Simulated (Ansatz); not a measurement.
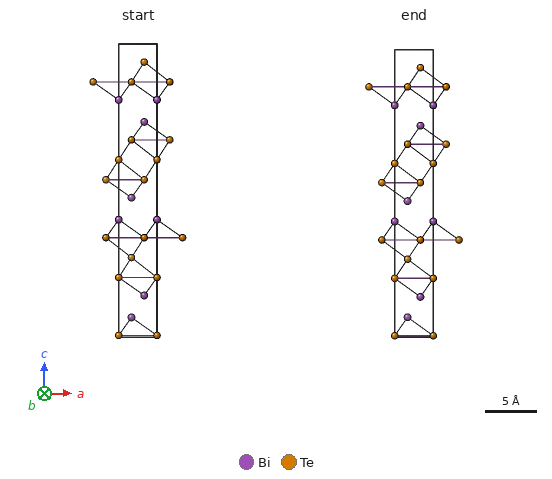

The structure of a crystal of Bi2Te3 (set up in R3m) before (left) and after (right) a relaxation, at one scale.

The picture is a polyhedral view of the conventional cell (3 times the calculation's cell), seen along the b axis. Lengths and directions refer to the drawn axes.

Theory: DFT PBEsol, scalar-relativistic, plane waves, PAW (Ansatz). Settings: plane-wave cutoff 420 eV; k-point mesh 12 × 12 × 12; occupations gaussian; smearing width 0.1 eV; no spin polarisation; cell and atoms relaxed; force threshold 0.005 eV/Å; at most 80 steps.

Summarise the run.

Answer. The run was cut off at its time limit before the relaxation converged, so the last structure is only a point on the way. After 5 accepted moves (6 points after the start) the energy has fallen by 5.4 meV per cell of the calculation. Largest force component: 0.083 eV/Å at the start, 0.026 eV/Å at the end. Pressure: −0.05 GPa at the start and 0.01 GPa at the end. The line search rejected the trial step at point 2 of the run. A Bi atom moves most relative to the cell: 0.059 Å along +c. By element the largest moves are Bi 0.059 Å, Te 0.032 Å. Cell: a = b 4.390 → 4.422 Å (+0.7 %), c 29.119 → 28.525 Å (−2.0 %). Volume −0.6 %. Some distances before and after: Bi–Te 3.099 → 3.145 Å, Te–Te 3.216 → 3.186 Å. The space group stays R-3m (No. 166).

Limits of the set-up: layers or molecules are held without a dispersion correction, so their spacing is unreliable.
